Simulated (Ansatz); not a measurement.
Zn4HO4 (distorted or defective cell)

Input

```
crystal:
  lattice:
    - [5.6098780345, 0.0, 0.0]
    - [0.0, 5.6098780345, 0.0]
    - [0.0, 0.0, 3.2790255992]
  atoms:
    - { symbol: Zn, position: [0.1816262562, 0.1816262562, 0.5] }
    - { symbol: Zn, position: [0.8183737438, 0.8183737438, 0.5] }
    - { symbol: Zn, position: [0.6816262562, 0.3183737438, 0.0] }
    - { symbol: Zn, position: [0.3183737438, 0.6816262562, 0.0] }
    - { symbol: O, position: [0.8184651117, 0.1815348883, 0.5] }
    - { symbol: O, position: [0.1815348883, 0.8184651117, 0.5] }
    - { symbol: O, position: [0.6815348883, 0.6815348883, 0.0] }
    - { symbol: O, position: [0.3184651117, 0.3184651117, 0.0] }
    - { symbol: H, position: [0.9999176225, 0.5683737438, 0.0] }
basis:
  ecutwfc: 420
kpoints:
  mp_grid: { grid: [4, 4, 8] }
hamiltonian:
  xc: pbe
  pseudopotentials: { kind: paw, azcp: { folder: soft_1 } }
scf:
  occupations: { method: gaussian, width: 0.05 }
output:
  forces: true
  stress: true
  eigenvalues: true
  write_density: true
  write_potential: true
  elf: true
  volumetric_format: npy
```

Run with:

```sh
ansatz run input.yaml --threads 4 --pin off --max-ram 8192MiB --backend cpu --events-out ev --progress --plain --runs-dir out
```

Not relaxed (largest force 0.7 eV/Å); computed pressure about 3 GPa in this cell; computed without spin polarisation; PAW files of the earlier set (soft_1).

Level of theory: Ansatz 0.2.0, DFT PBE, scalar-relativistic, plane waves, PAW.

In a PAW calculation such maps are meaningful between the atoms, not at the nuclei.

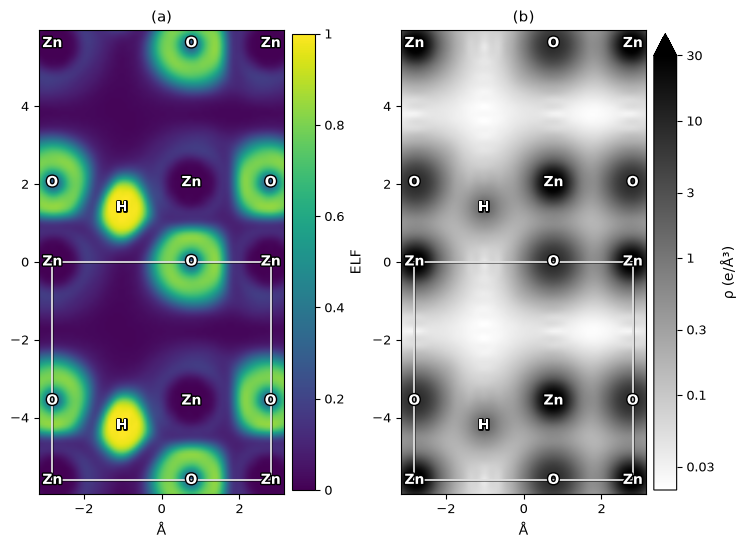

Figure 1. (a) ELF; (b) valence pseudo-density on the (001) plane of the calculation cell.

Q: Read the bonding off the picture.

A:
- The section cuts through Zn, O and H sites.
- Zn–H (1.90 Å): ρ is about 0.45 e/Å³ halfway; the ELF climbs to about 1 towards the hydrogen.
- Zn–O (2.04 Å): ρ at the midpoint is about 0.52 e/Å³; the ELF peaks at about 0.85 in the valence shell of O, 0.6 Å from its nucleus, and is about 0.20 at the midpoint: no shared electron pair shows on this line.
- Between the atoms the lowest density in this plane is 0.02 e/Å³.

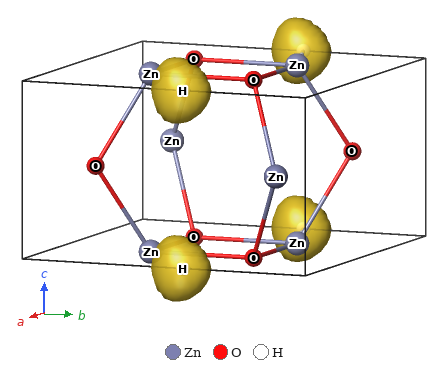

Figure 2. Isosurface of the ELF at 0.9 (yellow), seen slightly off an axis. Only the valence region is drawn (cores and ρ < 0.01 e/Å³ removed). Sticks mark near contacts.

Q: Identify the bonds, lone pairs and shells in this picture.

A: The ELF exceeds this value in one region around a hydrogen nucleus, counted in one cell of 9 atoms. Regions shared between cells count once. Along the contacts the grid gives the following. Zn–O (1.97 Å): the ELF peaks at about 0.85 in the valence shell of O, 0.6 Å from its nucleus, and is about 0.25 at the midpoint; no localised pair shows between them.

Q: Does the calculation make it a metal, or give it a gap?

A: It is metallic or semimetallic at this level of theory: no gap opens.
